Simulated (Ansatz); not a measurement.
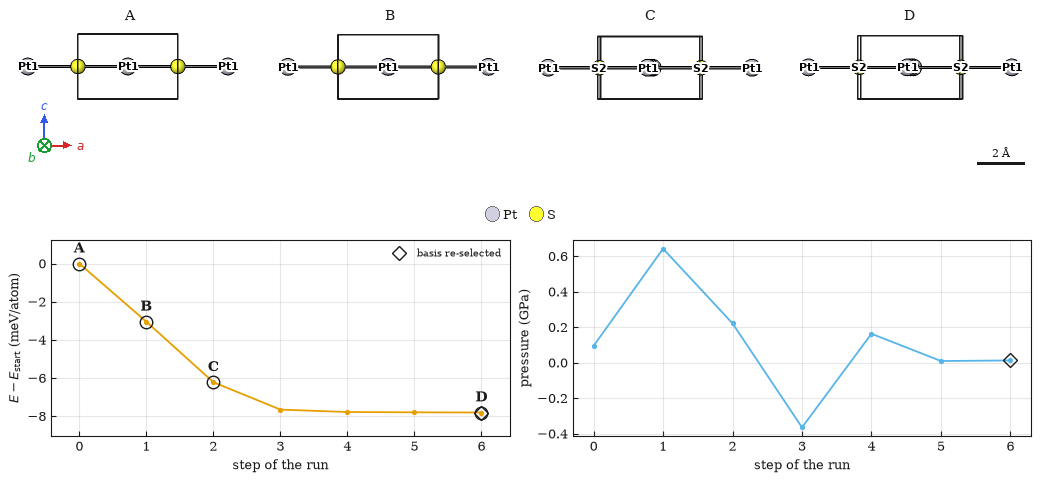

Frames of a relaxation of solid PtS2 (a generated structure, set up in Cmmm), marked on the history of the run. Style: ball-and-stick. Shown: the cell of the calculation, along the b axis.

These are results of DFT PBE, scalar-relativistic, plane waves, PAW (Ansatz), not measurements.

The input:
```yaml
crystal:
  lattice:
    - [2.4869400116, -4.1408128375, 0.0]
    - [2.4869400116, 4.1408128375, 0.0]
    - [0.0, 0.0, 2.7685401087]
  atoms:
    - { symbol: Pt, position: [0.5, 0.5, 0.5] }
    - { symbol: S, position: [0.0, 0.5, 0.5] }
    - { symbol: S, position: [0.5, 0.0, 0.5] }
basis:
  ecutwfc: 420
kpoints:
  mp_grid: { grid: [12, 12, 16] }
hamiltonian:
  xc: pbe
scf:
  occupations: { method: gaussian, width: 0.1 }
output:
  forces: true
  stress: true
  eigenvalues: true
relax:
  adjacent_minimum: "off"
  f_tol: 0.01
  max_steps: 80
  cell: { stress_tol: 0.05 }
```

Run as
```bash
ansatz run input.yaml --threads 1 --pin off --max-ram 2560MiB --backend cpu --events-out ev --progress --plain --runs-dir out
```

Describe the path.

Answer. The energy falls by 7.8 meV per atom in 5 accepted moves (6 points after the start). All forces vanish by symmetry, so only the cell relaxes. The pressure goes from 0.10 to 0.01 GPa. The SCF was repeated once at an unchanged geometry on a basis and grid sized afresh for the cell, which shifted the energy by less than 0.05 meV per atom at most. The atoms keep their places relative to the cell (all moves are under 0.005 Å). The volume changes by +0.4 %, with a = b 4.830 → 4.843 Å (+0.3 %), c 2.769 → 2.692 Å (−2.8 %), γ 118.0° → 115.0°. Among the contacts that change: Pt1–Pt1 2.769 → 2.692 Å, Pt1–S2 2.415 → 2.422 Å. Bond angles that change, for instance: S2–Pt1–S3 62.0° → 65.0°, S2–Pt1–S3 118.0° → 115.0°. The space group stays Cmmm (No. 65). From step 0 to 1: volume −0.7 %, energy −3.0 meV per atom. From step 1 to 2: volume +0.6 %, energy −3.2 meV per atom. From step 2 to 6: volume +0.5 %, energy −1.6 meV per atom.

| step | E − E(0), meV/atom | pressure, GPa | volume, Å³/atom | note |
| --- | --- | --- | --- | --- |
| 0 | 0.00 | 0.10 | 19.007 |  |
| 1 | -3.05 | 0.64 | 18.866 |  |
| 2 | -6.22 | 0.22 | 18.982 |  |
| 3 | -7.65 | -0.36 | 19.121 |  |
| 4 | -7.78 | 0.16 | 19.046 |  |
| 5 | -7.80 | 0.01 | 19.074 |  |
| 6 | -7.80 | 0.01 | 19.074 | same geometry, new basis |

Limits of the set-up: layers or molecules are held without a dispersion correction, so their spacing is unreliable.
